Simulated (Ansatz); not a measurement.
System: Al₈Cu₃ (slab).

The calculation's input:

```
crystal:
  lattice:
    - [4.0546238323, 0.0, 0.0]
    - [2.027220712, 3.5114598967, 0.0]
    - [0.0, 0.0, 26.5871396044]
  atoms:
    - { symbol: Al, position: [1.49961e-05, 1.49961e-05, 0.2820912709] }
    - { symbol: Al, position: [0.6666916602, 0.6666916602, 0.3443509078] }
    - { symbol: Cu, position: [2.99922e-05, 2.99922e-05, 0.3754807262] }
    - { symbol: Al, position: [0.3333683243, 0.3333683243, 0.4066105447] }
    - { symbol: Al, position: [4.49884e-05, 4.49884e-05, 0.4688701816] }
    - { symbol: Cu, position: [0.3333833204, 0.3333833204, 0.5] }
    - { symbol: Al, position: [0.6667216525, 0.6667216525, 0.5311298184] }
    - { symbol: Al, position: [0.3333983165, 0.3333983165, 0.5933894553] }
    - { symbol: Cu, position: [0.6667366486, 0.6667366486, 0.6245192738] }
    - { symbol: Al, position: [7.49806e-05, 7.49806e-05, 0.6556490922] }
    - { symbol: Al, position: [0.6667516447, 0.6667516447, 0.7179087291] }
basis:
  ecutwfc: 420
kpoints:
  mp_grid: { grid: [9, 9, 1] }
hamiltonian:
  xc: pbe
scf:
  occupations: { method: gaussian, width: 0.1 }
output:
  forces: true
  stress: true
  eigenvalues: true
  write_density: true
  write_potential: true
  elf: true
  volumetric_format: npy
efield:
  axis: 3
  dipole_correction: true
  ramp_width: 0.04
```

Launched as:

```sh
ansatz run input.yaml --threads 1 --pin off --max-ram 2560MiB --backend cpu --events-out ev --progress --plain --runs-dir out
```

Computed without spin polarisation.

Level of theory: DFT PBE, scalar-relativistic, plane waves, PAW (Ansatz 0.2.0).

What can the converged valence pseudo-density and electron localisation function tell about the bonding?

Answer. Al–Cu (2.48 Å): the density is about 0.31 e/Å³ at the midpoint; the ELF peaks at about 0.70 between the atoms.

Metal or insulator at this level of theory?

Answer. It is gapless in this calculation (a metal or semimetal).

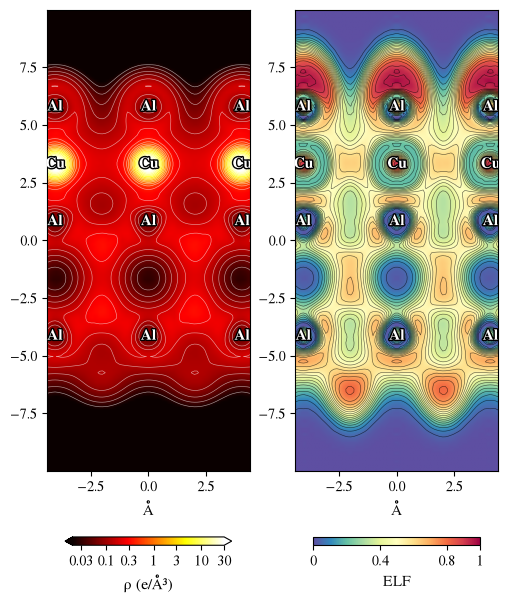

Computed valence pseudo-density and electron localisation function on the (100) plane of the calculation cell, a cut from vacuum to vacuum, in this order. 

In a PAW calculation such maps are meaningful between the atoms, not at the nuclei.
